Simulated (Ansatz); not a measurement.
```yaml
crystal:
  lattice:
    - [4.83798, 0.00000, 0.00000]
    - [-2.41899, 4.18981, 0.00000]
    - [0.00000, 0.00000, 4.43000]
  atoms:
    - { symbol: Ca, position: [0.33333, 0.66667, 0.25000] }
    - { symbol: Ca, position: [0.66667, 0.33333, 0.75000] }
    - { symbol: F, position: [0.17528, 0.82472, 0.75000] }
    - { symbol: F, position: [0.17528, 0.35055, 0.75000] }
    - { symbol: F, position: [0.64945, 0.82472, 0.75000] }
    - { symbol: F, position: [0.82472, 0.17528, 0.25000] }
    - { symbol: F, position: [0.82472, 0.64945, 0.25000] }
    - { symbol: F, position: [0.35055, 0.17528, 0.25000] }
```

Space group P6₃/mmc; a structure from a database of computed crystals, not necessarily the ambient phase; spin-polarised.

All numbers below come from DFT PBEsol, scalar-relativistic, plane waves, PAW in Ansatz 0.2.0.

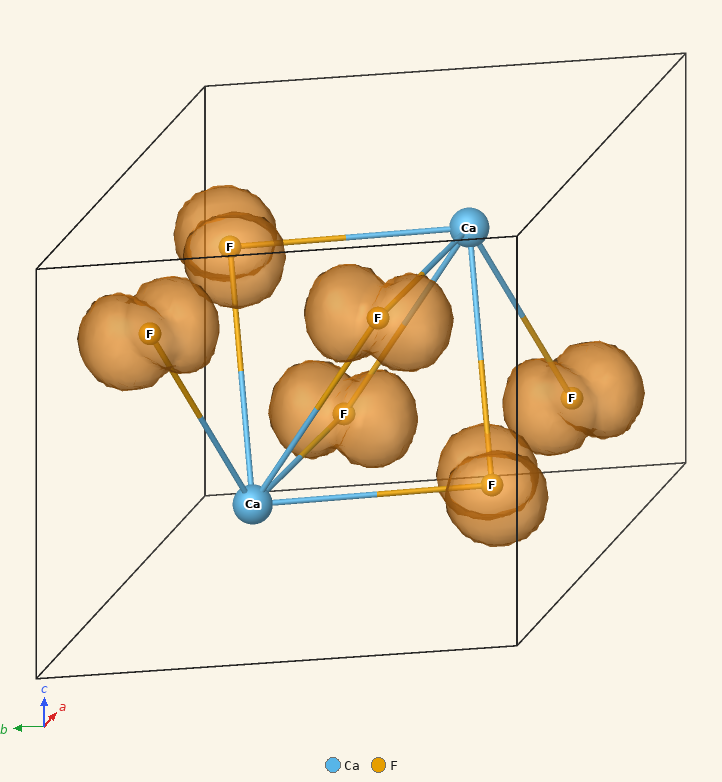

CaF3. Isosurface of the spin density at +0.1 e/Å³ (orange), seen at an oblique angle. Sticks mark near contacts.

Core electrons are frozen (PAW), and the valence fields are smoothed inside the atomic spheres.

### Which atoms carry the moments, and with what signs?

The spin density sits on F: +0.3 μB (×6) in one cell of 8 atoms: parallel main moments (a ferromagnetic arrangement) in this solution. The cell of the calculation (8 atoms) carries 2.0 μB of net spin moment.
